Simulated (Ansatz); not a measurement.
**Single-point calculation, with input and output: B64N64 (part 1 of 2)**

System: B64N64 (F-43m, 128 atoms in the cell).
Method: DFT, HSE06, PAW, plane waves (Ansatz 0.2.0).

The structure was built on a prototype by a generator.

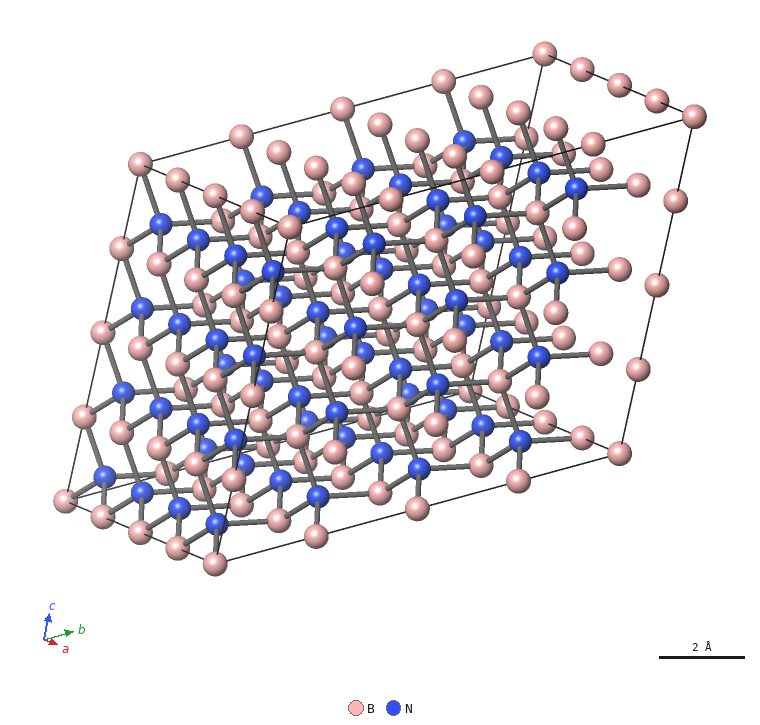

*The structure as given in the input (ball-and-stick view of the cell of the calculation, seen slightly off an axis).*

Input:
```yaml
crystal:
  lattice:
    - [0.000000, 7.211591, 7.211591]
    - [7.211591, 0.000000, 7.211591]
    - [7.211591, 7.211591, 0.000000]
  atoms:
    - { symbol: B, position: [0.000000, 0.000000, 0.000000] }
    - { symbol: B, position: [0.500000, 0.000000, 0.000000] }
    - { symbol: B, position: [0.000000, 0.500000, 0.000000] }
    - { symbol: B, position: [0.000000, 0.000000, 0.500000] }
    - { symbol: B, position: [0.250000, 0.250000, 0.250000] }
    - { symbol: B, position: [0.500000, 0.500000, 0.000000] }
    - { symbol: B, position: [0.500000, 0.000000, 0.500000] }
    - { symbol: B, position: [0.750000, 0.250000, 0.250000] }
    - { symbol: B, position: [0.000000, 0.500000, 0.500000] }
    - { symbol: B, position: [0.250000, 0.750000, 0.250000] }
    - { symbol: B, position: [0.250000, 0.250000, 0.750000] }
    - { symbol: B, position: [0.500000, 0.500000, 0.500000] }
    - { symbol: B, position: [0.750000, 0.750000, 0.250000] }
    - { symbol: B, position: [0.750000, 0.250000, 0.750000] }
    - { symbol: B, position: [0.250000, 0.750000, 0.750000] }
    - { symbol: B, position: [0.750000, 0.750000, 0.750000] }
    - { symbol: B, position: [0.000000, 0.000000, 0.250000] }
    - { symbol: B, position: [0.250000, 0.250000, 0.000000] }
    - { symbol: B, position: [0.500000, 0.000000, 0.250000] }
    - { symbol: B, position: [0.750000, 0.250000, 0.000000] }
    - { symbol: B, position: [0.000000, 0.500000, 0.250000] }
    - { symbol: B, position: [0.250000, 0.750000, 0.000000] }
    - { symbol: B, position: [0.000000, 0.000000, 0.750000] }
    - { symbol: B, position: [0.250000, 0.250000, 0.500000] }
    - { symbol: B, position: [0.500000, 0.500000, 0.250000] }
    - { symbol: B, position: [0.750000, 0.750000, 0.000000] }
    - { symbol: B, position: [0.500000, 0.000000, 0.750000] }
    - { symbol: B, position: [0.750000, 0.250000, 0.500000] }
    - { symbol: B, position: [0.000000, 0.500000, 0.750000] }
    - { symbol: B, position: [0.250000, 0.750000, 0.500000] }
    - { symbol: B, position: [0.500000, 0.500000, 0.750000] }
    - { symbol: B, position: [0.750000, 0.750000, 0.500000] }
    - { symbol: B, position: [0.000000, 0.250000, 0.000000] }
    - { symbol: B, position: [0.250000, 0.000000, 0.250000] }
    - { symbol: B, position: [0.500000, 0.250000, 0.000000] }
    - { symbol: B, position: [0.750000, 0.000000, 0.250000] }
    - { symbol: B, position: [0.000000, 0.750000, 0.000000] }
    - { symbol: B, position: [0.000000, 0.250000, 0.500000] }
    - { symbol: B, position: [0.250000, 0.500000, 0.250000] }
    - { symbol: B, position: [0.500000, 0.750000, 0.000000] }
    - { symbol: B, position: [0.250000, 0.000000, 0.750000] }
    - { symbol: B, position: [0.500000, 0.250000, 0.500000] }
    - { symbol: B, position: [0.750000, 0.500000, 0.250000] }
    - { symbol: B, position: [0.750000, 0.000000, 0.750000] }
    - { symbol: B, position: [0.000000, 0.750000, 0.500000] }
    - { symbol: B, position: [0.250000, 0.500000, 0.750000] }
    - { symbol: B, position: [0.500000, 0.750000, 0.500000] }
    - { symbol: B, position: [0.750000, 0.500000, 0.750000] }
    - { symbol: B, position: [0.250000, 0.000000, 0.000000] }
    - { symbol: B, position: [0.750000, 0.000000, 0.000000] }
    - { symbol: B, position: [0.000000, 0.250000, 0.250000] }
    - { symbol: B, position: [0.250000, 0.500000, 0.000000] }
    - { symbol: B, position: [0.250000, 0.000000, 0.500000] }
    - { symbol: B, position: [0.500000, 0.250000, 0.250000] }
    - { symbol: B, position: [0.750000, 0.500000, 0.000000] }
    - { symbol: B, position: [0.750000, 0.000000, 0.500000] }
    - { symbol: B, position: [0.000000, 0.750000, 0.250000] }
    - { symbol: B, position: [0.000000, 0.250000, 0.750000] }
    - { symbol: B, position: [0.250000, 0.500000, 0.500000] }
    - { symbol: B, position: [0.500000, 0.750000, 0.250000] }
    - { symbol: B, position: [0.500000, 0.250000, 0.750000] }
    - { symbol: B, position: [0.750000, 0.500000, 0.500000] }
    - { symbol: B, position: [0.000000, 0.750000, 0.750000] }
    - { symbol: B, position: [0.500000, 0.750000, 0.750000] }
    - { symbol: N, position: [0.062500, 0.062500, 0.062500] }
    - { symbol: N, position: [0.562500, 0.062500, 0.062500] }
    - { symbol: N, position: [0.062500, 0.562500, 0.062500] }
    - { symbol: N, position: [0.062500, 0.062500, 0.562500] }
    - { symbol: N, position: [0.312500, 0.312500, 0.312500] }
    - { symbol: N, position: [0.562500, 0.562500, 0.062500] }
    - { symbol: N, position: [0.562500, 0.062500, 0.562500] }
    - { symbol: N, position: [0.812500, 0.312500, 0.312500] }
    - { symbol: N, position: [0.062500, 0.562500, 0.562500] }
    - { symbol: N, position: [0.312500, 0.812500, 0.312500] }
    - { symbol: N, position: [0.312500, 0.312500, 0.812500] }
    - { symbol: N, position: [0.562500, 0.562500, 0.562500] }
    - { symbol: N, position: [0.812500, 0.812500, 0.312500] }
    - { symbol: N, position: [0.812500, 0.312500, 0.812500] }
    - { symbol: N, position: [0.312500, 0.812500, 0.812500] }
    - { symbol: N, position: [0.812500, 0.812500, 0.812500] }
    - { symbol: N, position: [0.062500, 0.062500, 0.312500] }
    - { symbol: N, position: [0.312500, 0.312500, 0.062500] }
    - { symbol: N, position: [0.562500, 0.062500, 0.312500] }
    - { symbol: N, position: [0.812500, 0.312500, 0.062500] }
    - { symbol: N, position: [0.062500, 0.562500, 0.312500] }
    - { symbol: N, position: [0.312500, 0.812500, 0.062500] }
    - { symbol: N, position: [0.062500, 0.062500, 0.812500] }
    - { symbol: N, position: [0.312500, 0.312500, 0.562500] }
    - { symbol: N, position: [0.562500, 0.562500, 0.312500] }
    - { symbol: N, position: [0.812500, 0.812500, 0.062500] }
    - { symbol: N, position: [0.562500, 0.062500, 0.812500] }
    - { symbol: N, position: [0.812500, 0.312500, 0.562500] }
    - { symbol: N, position: [0.062500, 0.562500, 0.812500] }
    - { symbol: N, position: [0.312500, 0.812500, 0.562500] }
    - { symbol: N, position: [0.562500, 0.562500, 0.812500] }
    - { symbol: N, position: [0.812500, 0.812500, 0.562500] }
    - { symbol: N, position: [0.062500, 0.312500, 0.062500] }
    - { symbol: N, position: [0.312500, 0.062500, 0.312500] }
    - { symbol: N, position: [0.562500, 0.312500, 0.062500] }
    - { symbol: N, position: [0.812500, 0.062500, 0.312500] }
    - { symbol: N, position: [0.062500, 0.812500, 0.062500] }
    - { symbol: N, position: [0.062500, 0.312500, 0.562500] }
    - { symbol: N, position: [0.312500, 0.562500, 0.312500] }
    - { symbol: N, position: [0.562500, 0.812500, 0.062500] }
    - { symbol: N, position: [0.312500, 0.062500, 0.812500] }
    - { symbol: N, position: [0.562500, 0.312500, 0.562500] }
    - { symbol: N, position: [0.812500, 0.562500, 0.312500] }
    - { symbol: N, position: [0.812500, 0.062500, 0.812500] }
    - { symbol: N, position: [0.062500, 0.812500, 0.562500] }
    - { symbol: N, position: [0.312500, 0.562500, 0.812500] }
    - { symbol: N, position: [0.562500, 0.812500, 0.562500] }
    - { symbol: N, position: [0.812500, 0.562500, 0.812500] }
    - { symbol: N, position: [0.312500, 0.062500, 0.062500] }
    - { symbol: N, position: [0.812500, 0.062500, 0.062500] }
    - { symbol: N, position: [0.062500, 0.312500, 0.312500] }
    - { symbol: N, position: [0.312500, 0.562500, 0.062500] }
    - { symbol: N, position: [0.312500, 0.062500, 0.562500] }
    - { symbol: N, position: [0.562500, 0.312500, 0.312500] }
    - { symbol: N, position: [0.812500, 0.562500, 0.062500] }
    - { symbol: N, position: [0.812500, 0.062500, 0.562500] }
    - { symbol: N, position: [0.062500, 0.812500, 0.312500] }
    - { symbol: N, position: [0.062500, 0.312500, 0.812500] }
    - { symbol: N, position: [0.312500, 0.562500, 0.562500] }
    - { symbol: N, position: [0.562500, 0.812500, 0.312500] }
    - { symbol: N, position: [0.562500, 0.312500, 0.812500] }
    - { symbol: N, position: [0.812500, 0.562500, 0.562500] }
    - { symbol: N, position: [0.062500, 0.812500, 0.812500] }
    - { symbol: N, position: [0.562500, 0.812500, 0.812500] }
  symmetry: { detect: false }
kpoints:
  mp_grid: { grid: [1, 1, 1], shift: [0.25, 0.25, 0.25] }
hamiltonian:
  xc: hse06
scf:
  occupations: { method: fermi_dirac, width: 0.01 }
output:
  forces: true
  eigenvalues: true
  populations: true
  eigenstates: { kpoints: [[0.25, 0.25, 0.25]], e_range: [-6.0, 6.0], localisation: true }
```

Hardware: 7 CPU threads, shared host.

Output:
```
Pseudopotentials: kind: paw
Functional definition: HSE06
  parameter a = 0.25
  parameter omega = 0.11/bohr
  exchange = pbe_x - a*pbe_x_sr(omega) + a*exact_x_sr(omega)
  correlation = pbe_c
Crystal: 128 atoms, lattice volume = 750.107 Å³
Basis set: ecut = 420 eV, 14649 PW (Γ), exchange–correlation on 144×144×144 points (8 copies of the dense FFT grid, shifted against one another)
Bands: 384, of which v1, the nominal top of the filled ones, is band 256 counted from 1 (255 counted from 0)
Symmetry: 1 space group operations
k-points: 1
Non-local potential: B, projectors of the file, l = 0: 2, l = 1: 2, l = 2: 1
Non-local potential: N, projectors of the file, l = 0: 2, l = 1: 2, l = 2: 1
PAW form: soft (Blöchl's): semilocal exchange-correlation on the pseudo side does not see the compensation charge
PAW frozen core: B, regenerated for the run's functional, and the local potential with it (the file was generated under x = pbe(κ = 0.804, μ = 0.2195149727645171), c = pbe(β = 0.06672455060314922))
PAW frozen core: N, regenerated for the run's functional, and the local potential with it (the file was generated under x = pbe(κ = 0.804, μ = 0.2195149727645171), c = pbe(β = 0.06672455060314922))
PAW one-centre angular grid: B, 110 points (default); XC on 64 Gauss nodes
PAW one-centre angular grid: N, 110 points (default); XC on 64 Gauss nodes
Initial density: superposition of atomic densities (neutral atoms: chi_scale 0, normalization atom), corrected by the library's trained network
Initial wavefunctions: pseudopotential atomic-orbital guess
Functional: x = pbe(κ = 0.804, μ = 0.2195149727645171), c = pbe(β = 0.06672455060314922), warm-up for x = pbe(κ = 0.804, μ = 0.2195149727645171) + 0.25 (exact − pbe) at short range (hse, ω = 0.20786987370883472 Å⁻¹), c = pbe(β = 0.06672455060314922); HSE06 as pw.x's `hse` composes it (authors' and Libxc's form: `xc: wpbeh`)
SCF iter   1: F=—  HF=-34703.075468 eV  |F-HF|=—  |Δ(HF+E_count)|=         —  Δρ=2.70e-3  dr2=3.72e-2  ethr=1.77e-3  ⟨swp⟩=14.0  Hψ=1855  notcnv=2
preconditioner: auto → none  [insulator: Δε(μ)=4.914 eV  Ē_g=17.801 eV  σ=0.010 eV  W_gap=1.00  n_scr=180 (ndim 8)  ℏωp=30.7 eV  f_vac=0.000  D(μ)=0.00/eV (n_scr^D=0)]
SCF iter   2: F=—  HF=-34703.083776 eV  |F-HF|=—  |Δ(HF+E_count)|=   8.31e-3  Δρ=1.13e-3  dr2=3.76e-3  ethr=7.26e-6  ⟨swp⟩=20.0  Hψ=1423  notcnv=2  defer=6
iter 3 solved again at ethr=5.73e-8 eV; its pass at ethr=7.34e-7 eV (dr2=2.93e-4 eV) is discarded
SCF iter   3: F=-34703.088628 eV  HF=-34703.088197 eV  |F-HF|=4.30e-4  |Δ(HF+E_count)|=   4.42e-3  Δρ=3.18e-4  dr2=2.79e-4  ethr=5.73e-8  ⟨swp⟩=4.0  Hψ=1404  notcnv=0  defer=3
SCF 1 stopped early in 3 iterations: F = -34703.088628 eV  dr2 = 2.79e-4
  greatest PAW one-centre occupation: 0.787 electrons in one spin orbital (limit 2), on the N atom at site 97 (counted from 0), in its partial waves of l = 0
Initial density: handed on by an earlier stage of this run
Initial wavefunctions: those handed on with the density
Functional: x = pbe(κ = 0.804, μ = 0.2195149727645171) + 0.25 (exact − pbe) at short range (hse, ω = 0.20786987370883472 Å⁻¹), c = pbe(β = 0.06672455060314922); HSE06 as pw.x's `hse` composes it (authors' and Libxc's form: `xc: wpbeh`)
Exchange kernel: α = 0.2500, screened, ω = 0.2079 Å⁻¹, Wigner–Seitz truncation, v(0) = 869.2055 eV·Å³, q-mesh 1×1×1, nearest image of the exchange supercell L = 10.20 Å, pair-density grid 45×45×45, without the augmentation charges, whose exchange is taken in its separable form (sized by the pseudopotential files, 60×60×60 at the most), smooth part of the exchange summed in real space on grids 48×4
Frozen-core exchange: fock
SCF iter   1: F=—  HF=-34714.825782 eV  |F-HF|=—  |Δ(HF+E_count)|=         —  Δρ=9.10e-3  dr2=3.01e-1  ethr=5.45e-7  ⟨swp⟩=14.0  Hψ=2170  notcnv=0
preconditioner: auto → none  [insulator: Δε(μ)=6.246 eV  Ē_g=20.213 eV  σ=0.010 eV  W_gap=1.00  n_scr=180 (ndim 8)  ℏωp=30.7 eV  f_vac=0.000  D(μ)=0.00/eV (n_scr^D=0)]
SCF iter   2: F=—  HF=-34714.703842 eV  |F-HF|=—  |Δ(HF+E_count)|=   1.22e-1  Δρ=4.15e-3  dr2=5.25e-2  ethr=5.45e-7  ⟨swp⟩=4.0  Hψ=1322  notcnv=0
SCF iter   3: F=—  HF=-34714.829564 eV  |F-HF|=—  |Δ(HF+E_count)|=   1.26e-1  Δρ=1.41e-3  dr2=1.21e-2  ethr=5.45e-7  ⟨swp⟩=5.0  Hψ=1270  notcnv=0
SCF iter   4: F=—  HF=-34714.825660 eV  |F-HF|=—  |Δ(HF+E_count)|=   3.90e-3  Δρ=4.39e-4  dr2=1.33e-3  ethr=5.45e-7  ⟨swp⟩=4.0  Hψ=1067  notcnv=0
SCF iter   5: F=—  HF=-34714.825254 eV  |F-HF|=—  |Δ(HF+E_count)|=   4.06e-4  Δρ=7.97e-5  dr2=1.13e-4  ethr=2.15e-7  ⟨swp⟩=3.0  Hψ=792  notcnv=0
SCF iter   6: F=—  HF=-34714.826258 eV  |F-HF|=—  |Δ(HF+E_count)|=   1.00e-3  Δρ=1.12e-4  dr2=8.02e-5  ethr=3.92e-9  ⟨swp⟩=5.0  Hψ=1164  notcnv=0
SCF iter   7: F=-34714.826226 eV  HF=-34714.826231 eV  |F-HF|=4.82e-6  |Δ(HF+E_count)|=   2.71e-5  Δρ=1.51e-5  dr2=5.30e-6  ethr=3.92e-9  ⟨swp⟩=4.0  Hψ=916  notcnv=0
SCF 2 stopped early in 7 iterations: F = -34714.826226 eV  dr2 = 5.30e-6
  Residual-converged pass: ⟨swp⟩=3.0  Hψ=880  notcnv=0  max |occ|·‖R‖ = 3.5e-6 eV (tolerance 6.7e-6 eV)  dr2=5.25e-6  dr2_onsite=5.99e-8  max |Δocc| = 0.0e0
  greatest PAW one-centre occupation: 0.790 electrons in one spin orbital (limit 2), on the N atom at site 94 (counted from 0), in its partial waves of l = 0
hybrid outer 1: dexx = +1.422e-1 eV, tail = 7.74e-5 eV
SCF iter   1: F=—  HF=-34714.825024 eV  |F-HF|=—  |Δ(HF+E_count)|=         —  Δρ=2.74e-5  dr2=2.88e-6  ethr=7.56e-8  ⟨swp⟩=9.0  Hψ=1011  notcnv=0
preconditioner: auto → none  [insulator: Δε(μ)=6.280 eV  Ē_g=20.214 eV  σ=0.010 eV  W_gap=1.00  n_scr=180 (ndim 8)  ℏωp=30.7 eV  f_vac=0.000  D(μ)=0.00/eV (n_scr^D=0)]
SCF iter   2: F=—  HF=-34714.825023 eV  |F-HF|=—  |Δ(HF+E_count)|=   2.82e-7  Δρ=8.96e-6  dr2=1.55e-7  ethr=4.53e-10  ⟨swp⟩=3.0  Hψ=888  notcnv=0
SCF iter   3: F=—  HF=-34714.825024 eV  |F-HF|=—  |Δ(HF+E_count)|=   6.94e-7  Δρ=2.65e-6  dr2=6.11e-8  ethr=1.67e-11  ⟨swp⟩=6.0  Hψ=1083  notcnv=0  defer=4
SCF iter   4: F=-34714.825024 eV  HF=-34714.825024 eV  |F-HF|=7.75e-9  |Δ(HF+E_count)|=   1.58e-8  Δρ=9.86e-7  dr2=8.84e-9  ethr=1.15e-11  ⟨swp⟩=5.0  Hψ=791  notcnv=0
SCF 3 converged in 4 iterations: F = -34714.825024 eV  dr2 = 8.84e-9
  Residual-converged pass: ⟨swp⟩=2.0  Hψ=640  notcnv=0  max |occ|·‖R‖ = 1.6e-6 eV (tolerance 3.6e-6 eV)  dr2=9.11e-9  dr2_onsite=3.19e-10  max |Δocc| = 0.0e0
  greatest PAW one-centre occupation: 0.790 electrons in one spin orbital (limit 2), on the N atom at site 89 (counted from 0), in its partial waves of l = 0
```

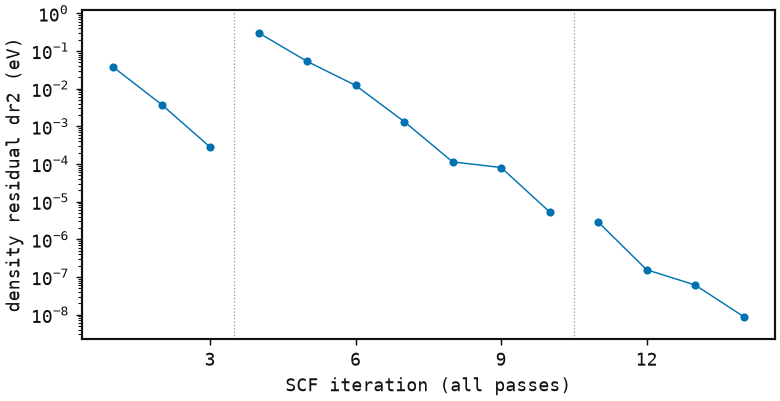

*Convergence of the self-consistent field: density residual dr2 against the SCF iteration. The run starts with a semilocal functional; after that each stretch between dotted lines is one SCF of the hybrid functional between two exact rebuilds of the exchange operator by the outer loop. Early passes are stopped at a loose threshold.*

The passes take 3, 7 and 4 iterations.

```
hybrid outer 2: dexx = +7.811e-7 eV, tail = 2.46e-8 eV, Δε = 8.05e-4 eV (about 1.53e-5 eV left of the loop's levels), ΔF = 5.67e-4 eV/Å (tail 3.04e-4)
NSCF: frozen V_eff on 1 k-points
hybrid SCF converged: 2 outer / 11 inner (+3 warm-up), last move |dexx| = 7.81e-7 eV, tail = 2.46e-8 eV
Stability not checked: this state was not tested for a lower state beside it, because the functional holds exact exchange (a hybrid, or Hartree-Fock), whose exchange loop this test does not read (fock_operator; see scf.lower_state_search)
Free energy (F): -34714.825024 eV
Harris-Foulkes:  -34714.825024 eV  (|F-HF|=7.75e-9)
Internal energy: -34714.825024 eV  (E = F + TS)
E sigma→0 (E₀):  -34714.825024 eV
Fermi energy:    13.461587 eV
```
